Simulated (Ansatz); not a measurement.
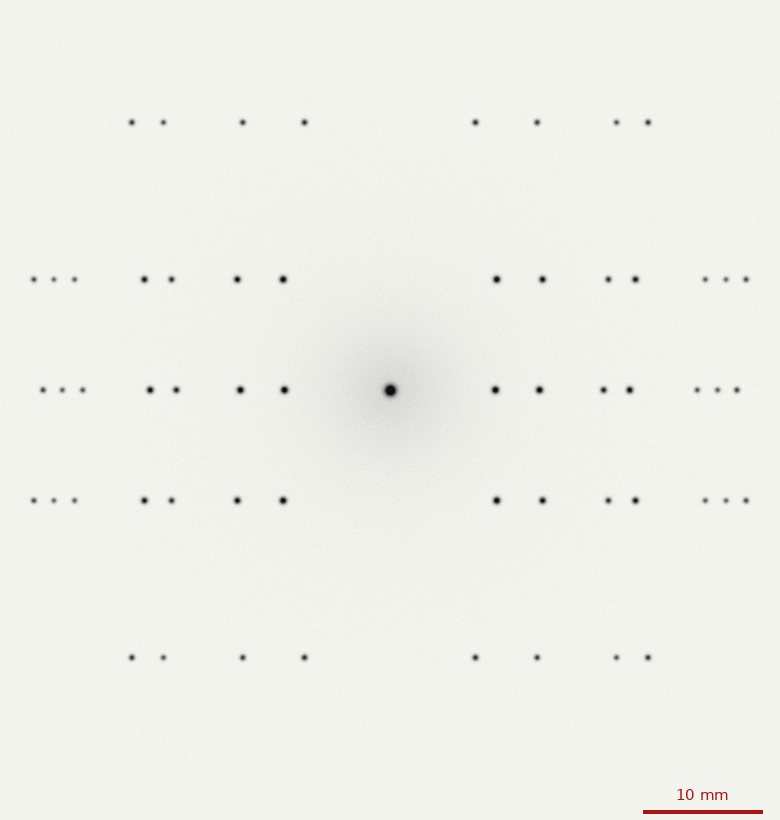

Simulated X-ray rotation photograph: Mo Kα radiation (λ = 0.7107 Å), cylindrical film of radius 28.65 mm unrolled, rotation axis vertical and normal to the beam, kinematic intensities without Lorentz or polarisation factors, the film spanning ±63° about the beam; spots down to d = 0.69 Å.

### What lattice repeat along the rotation axis do the layer lines give?

The first layer line lies 9.3 mm from the equator, so tan ν = 0.326, sin ν = 0.310 and the period is λ/sin ν = 2.30 Å. Further lines follow at 22.6 mm.

The crystal is Co, space group Pm-3m (No. 221), a = 2.296 Å. Structure: coordinates from a relaxation with Ansatz 0.2.0, DFT, PBEsol, plane waves (420 eV) with PAW, scalar-relativistic; the starting structure was generated, so it need not be a known form of this composition.

### About which axis was it rotated?

About [001] (or an equivalent direction), whose length in the conventional cell is 2.296 Å.
